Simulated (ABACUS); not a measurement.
**Run report: Re, band-structure run (part 2 of 2)**

Re (P6₃/mmc, 2 atoms in the cell); Kohn-Sham DFT of a periodic cell, TM, SG15 ONCV 1.2 PBE, no spin polarisation (ABACUS 3.10.1); cutoff 1142.88 eV, 7×7×4 k-mesh, fermi-dirac of 0.05 eV. The structure derives from an entry of the Crystallography Open Database.

Geometry of the input (Å; fractional positions):
```
2.7608  0.0000  0.0000
-1.3804  2.3909  0.0000
0.0000  0.0000  4.4582
Re 0.6667  0.3333  0.7500
Re 0.3333  0.6667  0.2500
```

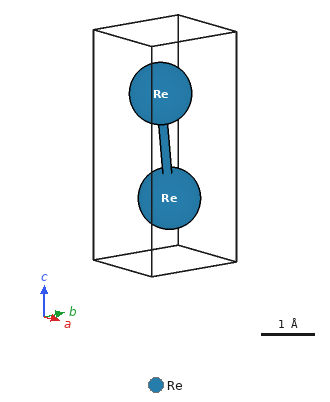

*The input geometry (ball-and-stick view of the cell of the calculation, seen slightly off an axis).*

Output, continued
```
----------------------------------------------------------
 E_KohnSham     -319.3245979634      -4344.6340438619
 E_Harris       -321.8120504319      -4378.4775709374
 E_Fermi        1.8285769474         24.8790657160
----------------------------------------------------------

 PW ALGORITHM --------------- ION=   1  ELEC=   2--------------------------------

 Density error is 0.00234141651649
                          Error Threshold = 0.000317709104548
----------------------------------------------------------
     Energy           Rydberg                 eV
----------------------------------------------------------
 E_KohnSham     -319.3768600137      -4345.3451055341
 E_Harris       -319.2069590163      -4343.0334838741
 E_Fermi        1.7717917816         24.1064638993
----------------------------------------------------------

 PW ALGORITHM --------------- ION=   1  ELEC=   3--------------------------------

 Density error is 0.000488834392779
                          Error Threshold = 7.80472172162e-06
----------------------------------------------------------
     Energy           Rydberg                 eV
----------------------------------------------------------
 E_KohnSham     -319.3804566505      -4345.3940402886
 E_Harris       -319.4959860567      -4346.9658985001
 E_Fermi        1.7738750913         24.1348087815
----------------------------------------------------------

 PW ALGORITHM --------------- ION=   1  ELEC=   4--------------------------------

 Density error is 9.97600770788e-06
                          Error Threshold = 1.62944797593e-06
----------------------------------------------------------
     Energy           Rydberg                 eV
----------------------------------------------------------
 E_KohnSham     -319.3807265505      -4345.3977124661
 E_Harris       -319.3518931486      -4345.0054139086
 E_Fermi        1.7724991376         24.1160879716
----------------------------------------------------------

 PW ALGORITHM --------------- ION=   1  ELEC=   5--------------------------------

 Density error is 2.29100878728e-07
                          Error Threshold = 3.32533590263e-08
----------------------------------------------------------
     Energy           Rydberg                 eV
----------------------------------------------------------
 E_KohnSham     -319.3807304068      -4345.3977649344
 E_Harris       -319.3849385607      -4345.4550198051
 E_Fermi        1.7726990905         24.1188084705
----------------------------------------------------------

 PW ALGORITHM --------------- ION=   1  ELEC=   6--------------------------------

 Density error is 1.71234297335e-08
                          Error Threshold = 7.63669595759e-10
----------------------------------------------------------
     Energy           Rydberg                 eV
----------------------------------------------------------
 E_KohnSham     -319.3807305389      -4345.3977667311
 E_Harris       -319.3794412867      -4345.3802255556
 E_Fermi        1.7726352857         24.1179403615
----------------------------------------------------------

 PW ALGORITHM --------------- ION=   1  ELEC=   7--------------------------------

 Density error is 2.30502354875e-11
                          Error Threshold = 5.70780991116e-11
----------------------------------------------------------
     Energy           Rydberg                 eV
----------------------------------------------------------
 E_KohnSham     -319.3807305431      -4345.3977667894
 E_KS(sigma->0) -319.3798964155      -4345.3864178999
 E_Harris       -319.3807565860      -4345.3981211212
 E_band         -10.6467687091       -144.8567197320
 E_one_elec     -43.5362729493       -592.3413817940
 E_Hartree      38.7739560924        527.5467368578
 E_xc           -33.9551748876       -461.9838550575
 E_Ewald        -280.6615705432      -3818.5965690167
 E_entropy(-TS) -0.0016682554        -0.0226977789
 E_descf        0.0000000000         0.0000000000
 E_exx          0.0000000000         0.0000000000
 E_Fermi        1.7726476829         24.1181090346
----------------------------------------------------------

 charge density convergence is achieved
 final etot is -4345.3977668 eV
 EFERMI = 24.118109035 eV
The vacuum level is 21.920513431 eV

 STATE ENERGY(eV) AND OCCUPATIONS    NSPIN == 1
 1/24 kpoint (Cartesian) = 0.0000 0.0000 0.0000 (646 pws)
       1       -56.1031      0.0102041
       2       -55.9831      0.0102041
       3       -18.4560      0.0102041
       4       -17.4186      0.0102041
       5       -17.4186      0.0102041
       6       -17.2465      0.0102041
       7       -17.2465      0.0102041
       8       -17.2319      0.0102041
       9        14.2140      0.0102041
      10        17.4641      0.0102041
      11        22.5590      0.0102041
      12        22.5590      0.0102041
      13        22.5616      0.0102041
      14        23.4065      0.0102041
      15        23.4065      0.0102041
      16        24.3394    0.000120561
      17        24.3394    0.000120561
      18        24.4952    5.41239e-06
      19        27.5329    2.23066e-32
      20        27.5329    2.23066e-32
      21        34.1275        0.00000
      22        37.2462        0.00000
      23        39.2559        0.00000
      24        40.8845        0.00000
      25        45.7209        0.00000

 2/24 kpoint (Cartesian) = -0.051745 0.029875 0.0000 (645 pws)
       1       -56.0843      0.0612245
       2       -55.9748      0.0612245
       3       -18.3815      0.0612245
       4       -17.5883      0.0612245
       5       -17.4725      0.0612245
       6       -17.4213      0.0612245
       7       -17.2726      0.0612245
       8       -17.2641      0.0612245
       9        15.0180      0.0612245
      10        18.1781      0.0612245
      11        21.4863      0.0612245
      12        22.4616      0.0612245
      13        22.8200      0.0612245
      14        23.3108      0.0612245
      15        23.5369      0.0612239
      16        23.7767      0.0611582
      17        23.9872      0.0570601
      18        24.1154      0.0314560
      19        27.9030    8.16123e-35
      20        29.9897    6.12417e-53
      21        34.0488    3.38719e-88
      22        38.9578        0.00000
      23        40.2115        0.00000
      24        42.2233        0.00000
      25        42.2589        0.00000

 3/24 kpoint (Cartesian) = -0.10349 0.059750 0.0000 (633 pws)
       1       -56.0396      0.0612245
       2       -55.9585      0.0612245
       3       -18.1880      0.0612245
       4       -17.9662      0.0612245
       5       -17.7927      0.0612245
       6       -17.5863      0.0612245
       7       -17.3618      0.0612245
       8       -17.3362      0.0612245
       9        16.8764      0.0612245
      10        18.8378      0.0612245
      11        20.2230      0.0612245
      12        21.1609      0.0612245
      13        22.3917      0.0612245
      14        22.8515      0.0612245
      15        23.2575      0.0612245
      16        25.3046    3.02929e-12
      17        25.3728    7.74485e-13
      18        26.0163    1.99340e-18
      19        28.3685    7.39440e-39
      20        33.4067    1.27923e-82
      21        33.4615    4.27937e-83
      22        37.9072        0.00000
      23        38.6807        0.00000
      24        40.1182        0.00000
      25        43.4262        0.00000

 4/24 kpoint (Cartesian) = -0.15523 0.089625 0.0000 (635 pws)
       1       -55.9979      0.0612245
       2       -55.9510      0.0612245
       3       -18.2647      0.0612245
       4       -18.0727      0.0612245
       5       -17.9730      0.0612245
       6       -17.6729      0.0612245
       7       -17.4992      0.0612245
       8       -17.3899      0.0612245
       9        18.0492      0.0612245
      10        18.3073      0.0612245
      11        18.9875      0.0612245
      12        21.9681      0.0612245
      13        22.2731      0.0612245
      14        22.7698      0.0612245
      15        23.3855      0.0612245
      16        27.7450    1.92231e-33
      17        28.2232    1.35189e-37
      18        28.5078    4.55956e-40
      19        28.5605    1.58820e-40
      20        32.9424    1.38046e-78
      21        33.7294    2.01590e-85
      22        36.0111        0.00000
      23        36.7191        0.00000
      24        37.2513        0.00000
      25        38.5569        0.00000

 5/24 kpoint (Cartesian) = -0.051745 0.089625 0.0000 (636 pws)
       1       -56.0525      0.0612245
       2       -55.9625      0.0612245
       3       -18.2467      0.0612245
       4       -17.8020      0.0612245
       5       -17.7500      0.0612245
       6       -17.5180      0.0612245
       7       -17.3600      0.0612245
       8       -17.3298      0.0612245
       9        16.4188      0.0612245
      10        19.2142      0.0612245
      11        20.5702      0.0612245
      12        20.8622      0.0612245
      13        22.3865      0.0612245
      14        22.5499      0.0612245
      15        23.9010      0.0604388
      16        24.1551      0.0197898
      17        24.9229    6.26056e-09
      18        25.8020    1.44893e-16
      19        28.0575    3.71722e-36
      20        32.7330    9.10462e-77
      21        33.6481    1.02341e-84
      22        39.5978        0.00000
      23        39.9598        0.00000
      24        40.2431        0.00000
      25        41.6051        0.00000

 6/24 kpoint (Cartesian) = -0.10349 0.11950 0.0000 (641 pws)
       1       -56.0082       0.122449
       2       -55.9517       0.122449
       3       -18.1132       0.122449
       4       -18.0320       0.122449
       5       -17.9833       0.122449
       6       -17.6889       0.122449
       7       -17.4670       0.122449
       8       -17.4575       0.122449
       9        18.2551       0.122449
      10        19.1609       0.122449
      11        19.4160       0.122449
      12        20.8559       0.122449
      13        21.9588       0.122449
      14        22.8995       0.122449
      15        23.1100       0.122449
      16        25.7014    2.16531e-15
      17        27.2440    8.64115e-29
      18        28.1413    1.39086e-36
      19        28.5145    7.96706e-40
      20        33.5262    2.34515e-83
      21        35.0188        0.00000
      22        35.9294        0.00000
      23        36.3242        0.00000
      24        38.7616        0.00000
      25        41.6365        0.00000

[... levels at 18 further k points ...]

------------------------------------------------------------------------------------------
 TOTAL-FORCE (eV/Angstrom)
------------------------------------------------------------------------------------------
                       Re1         0.0000000000         0.0000000000         0.0000000000
                       Re2         0.0000000000         0.0000000000         0.0000000000
------------------------------------------------------------------------------------------

----------------------------------------------------------------
 TOTAL-STRESS (KBAR)
----------------------------------------------------------------
       -33.8408975996        -0.0000000000        -0.0000000000
         0.0000000000       -33.8408975987         0.0000000000
         0.0000000000         0.0000000000        -1.6583022414
----------------------------------------------------------------
 TOTAL-PRESSURE: -23.113366 KBAR

 --------------------------------------------
 !FINAL_ETOT_IS -4345.3977667893977923 eV
 --------------------------------------------
```

Results in brief

```tsv
quantity	value
outcome	converged
space group (tolerance 0.01 Å)	P6₃/mmc (194)
electrons treated	30
free energy	−4345.3978 eV
Fermi energy of the self-consistent step	24.118 eV
gap on the k-point mesh	none (metallic)
pressure	−2.31 GPa
largest force (length of the vector)	under 0.001 eV/Å
wall time	15 s (CPU time 60 s)
peak memory	0.24 GiB
```

Notes

Spin–orbit coupling is left out, which matters for Re.
